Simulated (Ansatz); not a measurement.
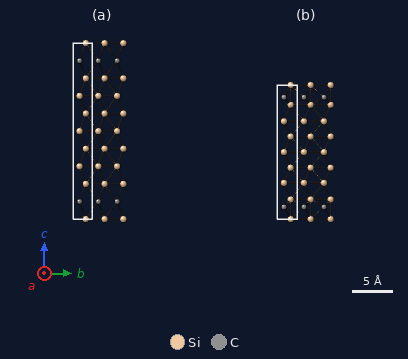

The structure of solid Si$_{4}$C (a generated structure, set up in P-6m2) (coarse preliminary run) before (left) and after (right) a relaxation, at one scale.

Style: ball-and-stick. Shown: the cell of the calculation, repeated 1 × 3 × 1 with one cell outlined, along the a axis.

Theory: Ansatz, DFT PBE, scalar-relativistic, plane waves, PAW. Settings: plane-wave cutoff 420 eV; k-point mesh 6 × 6 × 1; occupations gaussian; smearing width 0.1 eV; no spin polarisation; cell and atoms relaxed; force threshold 0.04 eV/Å; at most 70 steps.

### Summarise the run.

After 17 accepted moves (19 points after the start) the energy has fallen by 814 meV per atom. The largest force component goes from 1.5 to 0.013 eV/Å. The pressure goes from −9.63 to 0.05 GPa. At 2 points the geometry stayed and the basis and grid were re-selected for the new cell (energy shift of 0.8 meV per atom at most each time). The largest moves relative to the cell, 0.91 Å, are those of Si atoms. Largest moves by element: Si 0.91 Å, C 0.16 Å. Cell: a = b 2.756 → 2.938 Å (+6.6 %), c 22.370 → 17.034 Å (−23.9 %). Volume −13.5 %. Near-neighbour distances that change, for instance: Si–Si 4.474 → 2.494 Å, C–Si 2.745 → 1.945 Å, C–Si 2.745 → 2.292 Å, Si–Si 2.756 → 2.938 Å. Bond angles that change, for instance: Si–Si–Si 109.1° → 98.2°, Si–Si–Si 109.1° → 98.9°, Si–Si–Si 60.3° → 69.7°. The space group stays P-6m2 (No. 187).

Limits of the set-up: the k-point mesh is coarse for a cell with partly filled bands.
